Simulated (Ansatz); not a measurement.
# C8N: single-point calculation (part 1 of 3)

The run: single-point calculation of C8N (slab, 9 atoms in the cell). Method and program: DFT, PBEsol, plane waves, PAW, spin-polarised (Ansatz 0.2.0).

The structure derives from an entry of the Crystallography Open Database. Some settings of this run were made unusual or wrong on purpose.

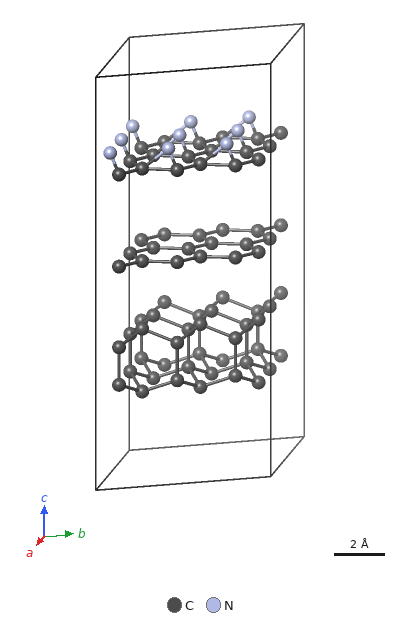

Figure 1. The structure (ball-and-stick view of the 3 × 3 repeat of the cell, with the vacuum cut short, seen slightly off an axis). An atom can appear more than once, as a periodic image.

**Outcome**

- outcome: converged
- electrons treated: 37
- free energy: −2332.6123 eV
- Fermi energy: 1.073 eV
- gap on the k-point mesh: none (metallic)
- net moment of the cell: 0.13 μB
- integrated absolute moment: 1.50 μB
- largest force (length of the vector): 72.312 eV/Å
- hardware: 2 threads of AMD EPYC (Zen 5), 32 GiB of memory available, shared host
- wall time: 71 s (CPU time 2.3 min)
- peak memory: 1 GiB

**Remarks**

A setting was made wrong on purpose: a mesh that breaks the symmetry (`kpoints.mp_grid.grid`). It did no harm here: the run converged to the energy of the sound run within 1 meV per atom. The program warns: the k-point mesh lowers the symmetry that the run can use.

**Input file**
```yaml
crystal:
  lattice:
    - [2.4988149563, 0.0, 0.0]
    - [-1.2494074781, 2.1640372315, 0.0]
    - [0.0, 0.0, 25.763868273]
  atoms:
    - { symbol: C, position: [0.3333333334, 0.6666666667, 0.3299194015] }
    - { symbol: C, position: [0.6666666666, 0.3333333333, 0.3502041956] }
    - { symbol: C, position: [0.6666666666, 0.3333333333, 0.4106688376] }
    - { symbol: C, position: [0.3333333334, 0.6666666667, 0.4309536318] }
    - { symbol: C, position: [0.3333333334, 0.6666666667, 0.5397810204] }
    - { symbol: C, position: [0.6666666666, 0.3333333333, 0.5403661502] }
    - { symbol: C, position: [0.6666666666, 0.3333333333, 0.6885463836] }
    - { symbol: C, position: [0.3333333334, 0.6666666667, 0.6885498352] }
    - { symbol: "N", position: [0.5833333334, 1.1666666667, 0.7226544208], spin: 3.0 }
basis:
  ecutwfc: 420
kpoints:
  mp_grid: { grid: [12, 11, 2] }
hamiltonian:
  xc: pbesol
scf:
  occupations: { method: gaussian, width: 0.05 }
  max_iter: 100
output:
  forces: true
  eigenvalues: true
  stress: true
magnetization:
  spin_polarized: true
efield:
  axis: 3
  dipole_correction: true
  ramp_width: 0.04
```

Launch command:
```bash
ansatz run input.yaml --threads 2 --pin off --max-ram 5120MiB --backend cpu --events-out ev --progress --plain --runs-dir out
```

**The program's output**
```
Warning: crystal.symmetry: narrowed to the stabiliser of the k-point mesh — unitary ops 2 → 1; excluded 1 operation that carries a point of the 12×11×2 mesh (shift [0, 0, 0]) off the mesh (the run samples exactly the mesh kpoints.mp_grid names, as under crystal.symmetry.detect: false, and its converged state has the mesh's symmetry, not the crystal's; ε∞, the Born charges and the force constants of a linear response (`dielectric:` by the response, `phonons.method: dfpt`) are averaged over those of the crystal's operations that the state keeps within a tolerance, where `mesh_tensors`, `unaveraged_element` or `gamma_mean_max_change_ev_ang2` stands beside them; a row that `dielectric.field_direction` solves alone is averaged likewise, with nothing beside; a Γ-centred mesh of equal divisions is mapped onto itself by every operation and keeps the whole group, as does a half-shifted one under kpoints.further_shifts: images)
Engine: ansatz 0.2.0, x86_64-unknown-linux-gnu
Pseudopotentials: kind: paw
Pseudopotential: C, paw, valence charge 4, recommended cutoff 420 eV (normal), C.paw.azcp
Pseudopotential: N, paw, valence charge 5, recommended cutoff 420 eV (normal), N.paw.azcp
Functional definition: PBEsol
  exchange = pbesol_x
  correlation = pbesol_c
Crystal: 9 atoms, lattice volume = 139.319 Å³
Basis set: ecut = 420 eV, 2697 PW (Γ), exchange–correlation on 36×36×360 points (8 copies of the dense FFT grid, shifted against one another)
Bands: 29, of which v1, the nominal top of the filled ones, is band 19 counted from 1 (18 counted from 0)
Symmetry: 1 space group operations
k-points: 134 of 264 (time reversal used)
Non-local potential: C, projectors of the file, l = 0: 2, l = 1: 2, l = 2: 1
Non-local potential: N, projectors of the file, l = 0: 2, l = 1: 2, l = 2: 1
PAW form: soft (Blöchl's): semilocal exchange-correlation on the pseudo side does not see the compensation charge
PAW frozen core: C, regenerated for the run's functional, and the local potential with it (the file was generated under x = pbe(κ = 0.804, μ = 0.2195149727645171), c = pbe(β = 0.06672455060314922))
PAW frozen core: N, regenerated for the run's functional, and the local potential with it (the file was generated under x = pbe(κ = 0.804, μ = 0.2195149727645171), c = pbe(β = 0.06672455060314922))
PAW one-centre angular grid: C, 110 points (default); XC on 64 Gauss nodes
PAW one-centre angular grid: N, 110 points (default); XC on 64 Gauss nodes
Starting moments: Σ|m| = 3 μB on 1 of 9 sites
Initial wavefunctions: pseudopotential atomic-orbital guess
Functional: x = pbesol(κ = 0.804, μ = 0.12345679012345678), c = pbesol(β = 0.046)
```
